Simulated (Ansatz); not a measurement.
**Pt: a failed or faulty run and its cure**

System: Pt (27 atoms in the cell).
Method of run A: DFT, PBE, plane waves, PAW, Ueff = 20 eV on Pt d, no spin polarisation (Ansatz 0.2.0).

The structure derives from a Materials Project entry. Some settings of this run were made unusual or wrong on purpose. Text and figures count atoms from 1; the logs count them from 0 in places.

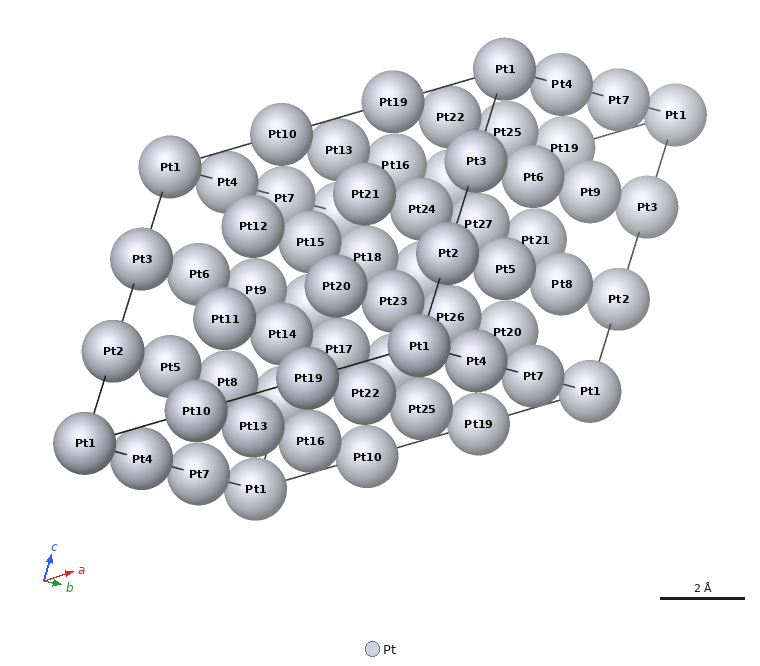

**Figure 1.** The input geometry (spheres-only view of the cell of the calculation, seen at an oblique angle; atoms are numbered from 1 in the order of the input).

### Input file, run A
```yaml
crystal:
  lattice:
    - [0.0, 5.9553460791, 5.9553460791]
    - [5.9553460791, 0.0, 5.9553460791]
    - [5.9553460791, 5.9553460791, 0.0]
  atoms:
    - { symbol: Pt, position: [0.0, 0.0, 0.0] }
    - { symbol: Pt, position: [0.0, 0.0, 0.3333333333] }
    - { symbol: Pt, position: [0.0, 0.0, 0.6666666667] }
    - { symbol: Pt, position: [0.0, 0.3333333333, 0.0] }
    - { symbol: Pt, position: [0.0, 0.3333333333, 0.3333333333] }
    - { symbol: Pt, position: [0.0, 0.3333333333, 0.6666666667] }
    - { symbol: Pt, position: [0.0, 0.6666666667, 0.0] }
    - { symbol: Pt, position: [0.0, 0.6666666667, 0.3333333333] }
    - { symbol: Pt, position: [0.0, 0.6666666667, 0.6666666667] }
    - { symbol: Pt, position: [0.3333333333, 0.0, 0.0] }
    - { symbol: Pt, position: [0.3333333333, 0.0, 0.3333333333] }
    - { symbol: Pt, position: [0.3333333333, 0.0, 0.6666666667] }
    - { symbol: Pt, position: [0.3333333333, 0.3333333333, 0.0] }
    - { symbol: Pt, position: [0.3333333333, 0.3333333333, 0.3333333333] }
    - { symbol: Pt, position: [0.3333333333, 0.3333333333, 0.6666666667] }
    - { symbol: Pt, position: [0.3333333333, 0.6666666667, 0.0] }
    - { symbol: Pt, position: [0.3333333333, 0.6666666667, 0.3333333333] }
    - { symbol: Pt, position: [0.3333333333, 0.6666666667, 0.6666666667] }
    - { symbol: Pt, position: [0.6666666667, 0.0, 0.0] }
    - { symbol: Pt, position: [0.6666666667, 0.0, 0.3333333333] }
    - { symbol: Pt, position: [0.6666666667, 0.0, 0.6666666667] }
    - { symbol: Pt, position: [0.6666666667, 0.3333333333, 0.0] }
    - { symbol: Pt, position: [0.6666666667, 0.3333333333, 0.3333333333] }
    - { symbol: Pt, position: [0.6666666667, 0.3333333333, 0.6666666667] }
    - { symbol: Pt, position: [0.6666666667, 0.6666666667, 0.0] }
    - { symbol: Pt, position: [0.6666666667, 0.6666666667, 0.3333333333] }
    - { symbol: Pt, position: [0.6666666667, 0.6666666667, 0.6666666667] }
basis:
  ecutwfc: 420
  xc_grid: 2
kpoints:
  mp_grid: { grid: [4, 4, 4], shift: [0.0, 0.0, 0.0] }
hamiltonian:
  xc: pbe
  hubbard: { sites: [{ species: Pt, l: d, u_eff: 20.0 }] }
scf:
  occupations: { method: gaussian, width: 0.1 }
  max_iter: 100
output:
  forces: true
  eigenvalues: true
  stress: true
```

Command:
```bash
ansatz run input.yaml --threads 4 --pin off --max-ram 8192MiB --backend cpu --events-out ev --progress --plain --runs-dir out
```

Hardware: 4 threads of AMD EPYC (Zen 3), 189 GiB of memory available, shared host.

### Output, shortened to warnings, some set-up lines, iterations and results (run A)
```
Basis set: ecut = 420 eV, 8363 PW (Γ), exchange–correlation on 120×120×120 points (8 copies of the dense FFT grid, shifted against one another)
Symmetry: 1296 space group operations
k-points: 8 of 64
Initial density: superposition of atomic densities (chi_scale 0.1, normalization cell)
[...]
SCF iter   1: F=—  HF=-337936.180952 eV  |F-HF|=—  |Δ(HF+E_count)|=         —  Δρ=2.83e-2  dr2=2.60e0  ethr=5.39e-4  ⟨swp⟩=2.2  Hψ=9622  notcnv=0
SCF iter   2: F=—  HF=-337943.184075 eV  |F-HF|=—  |Δ(HF+E_count)|=    7.00e0  Δρ=1.95e-2  dr2=1.37e0  ethr=5.36e-4  ⟨swp⟩=3.0  Hψ=4163  notcnv=0
SCF iter   3: F=—  HF=-337945.808250 eV  |F-HF|=—  |Δ(HF+E_count)|=    2.62e0  Δρ=5.33e-3  dr2=7.66e-2  ethr=2.82e-4  ⟨swp⟩=2.0  Hψ=4040  notcnv=0  defer=329
SCF iter   4: F=—  HF=-337945.830070 eV  |F-HF|=—  |Δ(HF+E_count)|=   2.18e-2  Δρ=9.44e-4  dr2=3.98e-3  ethr=1.58e-5  ⟨swp⟩=2.0  Hψ=2787  notcnv=0  defer=329
SCF iter   5: F=—  HF=-337945.831885 eV  |F-HF|=—  |Δ(HF+E_count)|=   1.81e-3  Δρ=3.63e-4  dr2=3.70e-4  ethr=8.19e-7  ⟨swp⟩=2.4  Hψ=3081  notcnv=0  defer=329
SCF iter   6: F=—  HF=-337945.832140 eV  |F-HF|=—  |Δ(HF+E_count)|=   2.55e-4  Δρ=7.15e-5  dr2=1.34e-5  ethr=7.61e-8  ⟨swp⟩=2.0  Hψ=2946  notcnv=0  defer=329
SCF iter   7: F=—  HF=-337945.833631 eV  |F-HF|=—  |Δ(HF+E_count)|=   1.49e-3  Δρ=1.43e-5  dr2=5.79e-7  ethr=2.77e-9  ⟨swp⟩=2.0  Hψ=2913  notcnv=0  defer=329
SCF iter   8: F=-337945.833632 eV  HF=-337945.833632 eV  |F-HF|=7.74e-9  |Δ(HF+E_count)|=   4.80e-7  Δρ=4.35e-6  dr2=5.60e-8  ethr=2.06e-11  ⟨swp⟩=8.5  Hψ=9163  notcnv=0
SCF 1 converged in 8 iterations: F = -337945.833632 eV  dr2 = 5.60e-8
SCF converged after 8 iterations
Free energy (F): -337945.833632 eV
Harris-Foulkes:  -337945.833632 eV  (|F-HF|=7.74e-9)
Internal energy: -337945.708266 eV  (E = F + TS)
E sigma→0 (E₀):  -337945.770949 eV
Entropy (-TS):   -0.125366 eV (-4.643 meV/atom)
Fermi energy:    15.119224 eV
--- Per-component energies (eV) ---
  E_band       = -5431.256724
  E_kinetic    = 17637.063091
  E_local      = -42054.513829  (includes V_loc(G=0)·N_el)
  E_nonlocal   = 5615.523628
  E_hartree    = 15948.239984
  E_xc         = -7088.178779
  E_vxc        = -8200.051331  (∫ρ·V_xc dr)
  E_hubbard    = 85.639392  (on-site DFT+U / exact-exchange correction)
  E_vhub       = -2439.764684  (the Hubbard potential's part of the band-sum identity)
  E_paw        = -255354.878479  (= ΣΔE_a)
  E_vpaw       = -7885.948185  (= ΣTr[D̂ρ^β])
  E_aug_tail   = 0.005725  (compensation charges beyond the density's cutoff)
  E_ewald      = -72734.609000
  E_smearing   = -0.125366  (= −TS)
  E_closure    = -0.000000  (closes the sum)
  Σ components = -337945.833632   (vs F -337945.833632, Δ=0.00e0)
--- Forces (eV/Å), atoms counted from 1 ---
  atom   1  Pt     0.00000000     0.00000000     0.00000000
  atom   2  Pt     0.00000000     0.00000000     0.00000000
  atom   3  Pt     0.00000000    -0.00000000    -0.00000000
  atom   4  Pt    -0.00000000    -0.00000000    -0.00000000
  atom   5  Pt    -0.00000000    -0.00000000     0.00000000
  atom   6  Pt     0.00000000    -0.00000000    -0.00000000
  atom   7  Pt     0.00000000     0.00000000    -0.00000000
  atom   8  Pt    -0.00000000    -0.00000000    -0.00000000
  atom   9  Pt    -0.00000000    -0.00000000    -0.00000000
  atom  10  Pt    -0.00000000     0.00000000     0.00000000
  atom  11  Pt    -0.00000000     0.00000000     0.00000000
  atom  12  Pt     0.00000000     0.00000000     0.00000000
  atom  13  Pt    -0.00000000    -0.00000000    -0.00000000
  atom  14  Pt    -0.00000000    -0.00000000    -0.00000000
  atom  15  Pt     0.00000000    -0.00000000    -0.00000000
  atom  16  Pt    -0.00000000    -0.00000000    -0.00000000
  atom  17  Pt    -0.00000000     0.00000000    -0.00000000
  atom  18  Pt    -0.00000000     0.00000000    -0.00000000
  atom  19  Pt    -0.00000000     0.00000000     0.00000000
  atom  20  Pt     0.00000000     0.00000000    -0.00000000
  atom  21  Pt     0.00000000    -0.00000000    -0.00000000
  atom  22  Pt    -0.00000000    -0.00000000    -0.00000000
  atom  23  Pt    -0.00000000    -0.00000000    -0.00000000
  atom  24  Pt     0.00000000    -0.00000000    -0.00000000
  atom  25  Pt     0.00000000     0.00000000    -0.00000000
  atom  26  Pt    -0.00000000     0.00000000    -0.00000000
  atom  27  Pt    -0.00000000    -0.00000000    -0.00000000
[...]
```

Question: Diagnose this run and give a change of the input that cures it.

Answer: The input was spoiled on purpose: an enormous or negative U (`hamiltonian.hubbard`). Such a U drives the occupations to unphysical values. The program still converged, but the numbers can't be taken as results for the intended system.

A run of the same system that converges differs from this input as follows (lines with − go, lines with + come):
```diff
-  hubbard: { sites: [{ species: Pt, l: d, u_eff: 20.0 }] }
-  max_iter: 100
+  write_density: true
+  write_potential: true
+  elf: true
+  volumetric_format: npy
```

### Output, shortened to warnings, some set-up lines, iterations and results (run B)
```
Basis set: ecut = 420 eV, 8363 PW (Γ), exchange–correlation on 120×120×120 points (8 copies of the dense FFT grid, shifted against one another)
Symmetry: 1296 space group operations
k-points: 8 of 64
Initial density: superposition of atomic densities (neutral atoms: chi_scale 0, normalization atom), corrected by the library's trained network
[...]
SCF iter   1: F=—  HF=-338121.575303 eV  |F-HF|=—  |Δ(HF+E_count)|=         —  Δρ=3.26e-3  dr2=7.10e-3  ethr=1.77e-3  ⟨swp⟩=5.0  Hψ=7389  notcnv=0  defer=164
SCF iter   2: F=—  HF=-338121.598405 eV  |F-HF|=—  |Δ(HF+E_count)|=   2.31e-2  Δρ=1.79e-3  dr2=2.13e-3  ethr=1.46e-6  ⟨swp⟩=3.0  Hψ=4780  notcnv=0  defer=179
SCF iter   3: F=—  HF=-338121.603418 eV  |F-HF|=—  |Δ(HF+E_count)|=   5.01e-3  Δρ=1.27e-4  dr2=2.08e-5  ethr=4.38e-7  ⟨swp⟩=2.0  Hψ=3116  notcnv=0  defer=179
SCF iter   4: F=—  HF=-338121.604296 eV  |F-HF|=—  |Δ(HF+E_count)|=   8.78e-4  Δρ=4.70e-5  dr2=4.17e-6  ethr=4.28e-9  ⟨swp⟩=2.1  Hψ=3495  notcnv=0  defer=179
SCF iter   5: F=—  HF=-338121.604297 eV  |F-HF|=—  |Δ(HF+E_count)|=   1.13e-6  Δρ=1.42e-5  dr2=5.31e-7  ethr=8.58e-10  ⟨swp⟩=2.1  Hψ=2786  notcnv=0  defer=179
SCF iter   6: F=-338121.604297 eV  HF=-338121.604297 eV  |F-HF|=4.66e-9  |Δ(HF+E_count)|=   2.43e-8  Δρ=3.25e-6  dr2=3.57e-8  ethr=2.06e-11  ⟨swp⟩=10.2  Hψ=13562  notcnv=0
SCF 1 converged in 6 iterations: F = -338121.604297 eV  dr2 = 3.57e-8
SCF converged after 6 iterations
Free energy (F): -338121.604297 eV
Harris-Foulkes:  -338121.604297 eV  (|F-HF|=4.66e-9)
Internal energy: -338121.314406 eV  (E = F + TS)
E sigma→0 (E₀):  -338121.459352 eV
Entropy (-TS):   -0.289891 eV (-10.737 meV/atom)
Fermi energy:    22.303586 eV
--- Per-component energies (eV) ---
  E_band       = -3919.973984
  E_kinetic    = 17201.381952
  E_local      = -40767.447202  (includes V_loc(G=0)·N_el)
  E_nonlocal   = 5396.110269
  E_hartree    = 15102.202167
  E_xc         = -7063.258671
  E_vxc        = -8170.271921  (∫ρ·V_xc dr)
  E_paw        = -255255.699422  (= ΣΔE_a)
  E_vpaw       = -7784.177213  (= ΣTr[D̂ρ^β])
  E_aug_tail   = 0.005501  (compensation charges beyond the density's cutoff)
  E_ewald      = -72734.609000
  E_smearing   = -0.289891  (= −TS)
  E_closure    = -0.000000  (closes the sum)
  Σ components = -338121.604297   (vs F -338121.604297, Δ=0.00e0)
--- Forces (eV/Å), atoms counted from 1 ---
  atom   1  Pt    -0.00000000    -0.00000000     0.00000000
  atom   2  Pt     0.00000000    -0.00000000     0.00000000
  atom   3  Pt    -0.00000000    -0.00000000     0.00000000
  atom   4  Pt    -0.00000000    -0.00000000    -0.00000000
  atom   5  Pt    -0.00000000    -0.00000000     0.00000000
  atom   6  Pt     0.00000000    -0.00000000    -0.00000000
  atom   7  Pt    -0.00000000    -0.00000000     0.00000000
  atom   8  Pt     0.00000000    -0.00000000    -0.00000000
  atom   9  Pt     0.00000000    -0.00000000    -0.00000000
  atom  10  Pt     0.00000000     0.00000000     0.00000000
  atom  11  Pt     0.00000000    -0.00000000    -0.00000000
  atom  12  Pt     0.00000000     0.00000000     0.00000000
  atom  13  Pt     0.00000000    -0.00000000     0.00000000
  atom  14  Pt     0.00000000    -0.00000000    -0.00000000
  atom  15  Pt     0.00000000     0.00000000    -0.00000000
  atom  16  Pt     0.00000000    -0.00000000     0.00000000
  atom  17  Pt     0.00000000    -0.00000000    -0.00000000
  atom  18  Pt     0.00000000    -0.00000000     0.00000000
  atom  19  Pt     0.00000000     0.00000000     0.00000000
  atom  20  Pt     0.00000000     0.00000000    -0.00000000
  atom  21  Pt     0.00000000     0.00000000     0.00000000
  atom  22  Pt     0.00000000     0.00000000     0.00000000
  atom  23  Pt     0.00000000     0.00000000    -0.00000000
  atom  24  Pt     0.00000000     0.00000000     0.00000000
  atom  25  Pt     0.00000000    -0.00000000    -0.00000000
  atom  26  Pt     0.00000000     0.00000000    -0.00000000
  atom  27  Pt     0.00000000     0.00000000    -0.00000000
  max |Σ_I F_I| component: 2.82e-27 eV/Å
--- Stress (GPa, compression-positive) ---
        0.109626       0.000000       0.000000
[...]
```

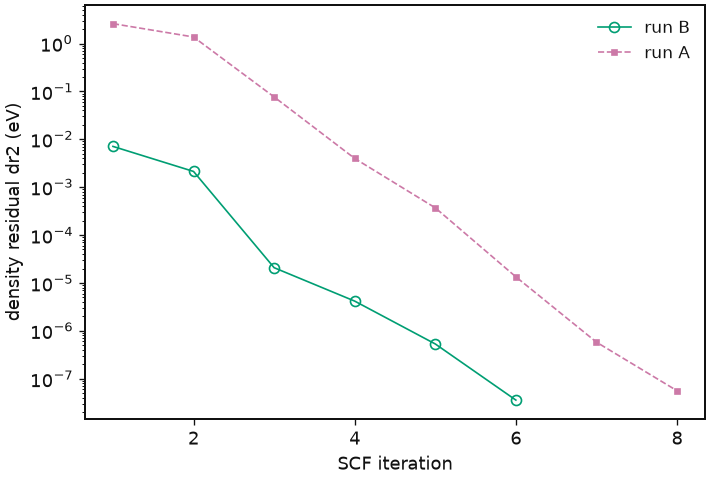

**Figure 2.** Convergence of the two runs: density residual dr2 against the SCF iteration. Run B takes 6 iterations in all, and run A takes 8.

### The two runs side by side

| quantity | run A | run B |
| --- | --- | --- |
| outcome | converged | converged |
| free energy per atom (eV) | −12516.5124 | −12523.0224 |
| energy per atom, smearing taken to zero (eV) | −12516.5100 | −12523.0170 |
| gap on the mesh (eV) | 0.00 | 0.00 |
| pressure (GPa) | 33.59 | 0.11 |
| largest force (eV/Å) | 0.000 | 0.000 |
| SCF iterations | 8 | 6 |
| irreducible k-points | 8 | 8 |
| plane waves at Γ | 8363 | 8363 |
| wall time (shared host) | 51 s | 38 s |

The total energies belong to different models, so their difference says nothing on which is more stable or more accurate. The pressure goes from 33.59 to 0.11 GPa. The SCF takes 6 iterations against 8. The two runs start from different initial densities, which also moves the count.

Notes on run B: Spin–orbit coupling is left out, which matters for Pt.
